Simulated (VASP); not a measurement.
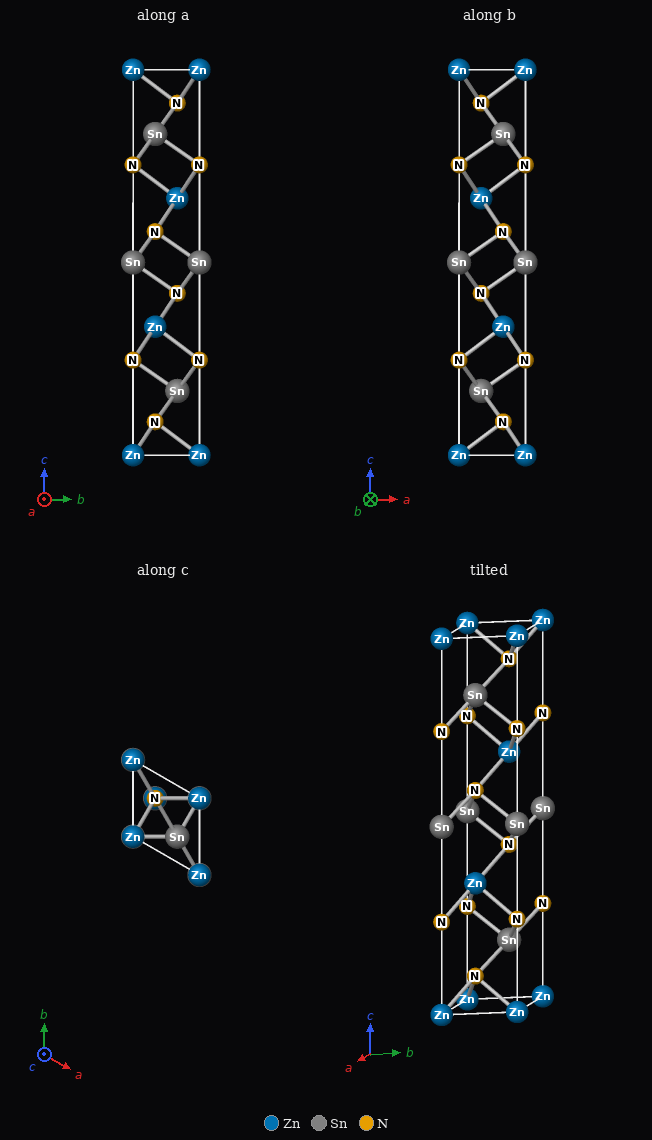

Shown here is a ball-and-stick view of the crystal, taken along the a axis, along the b axis, along the c axis and slightly off an axis. Thin lines show the conventional unit cell, with boundary atoms drawn in all their periodic places.

Lattice parameters: a = 3.104 Å, b = 3.104 Å, c = 15.597 Å, α = 90.00°, β = 90.00°, γ = 120.00°. Put a along x and b in the xy plane.

### Transcribe the picture into a POSCAR file, with free fractional coordinates to two decimals.

```
Zn Sn N
1.0
     3.104    0.000    0.000
    -1.552    2.688    0.000
     0.000    0.000   15.597
Zn Sn N
3 3 6
Direct
  0.00 0.00 0.00
  0.6667 0.3333 0.3333
  0.3333 0.6667 0.6667
  0.6667 0.3333 0.8333
  0.3333 0.6667 0.1667
  0.00 0.00 0.50
  0.3333 0.6667 0.91
  0.00 0.00 0.75
  0.00 0.00 0.25
  0.6667 0.3333 0.09
  0.6667 0.3333 0.58
  0.3333 0.6667 0.42
```

Provenance: a structure type filled with these elements by a generator (whether the compound takes this form wasn't checked). The cell was then strained or its atoms displaced on purpose. VASP was used for an electronic-structure calculation on it.

At this level of theory the cell isn't at rest (compressed, at 14 GPa), so its distances can differ from those at equilibrium, the more so the softer the solid.
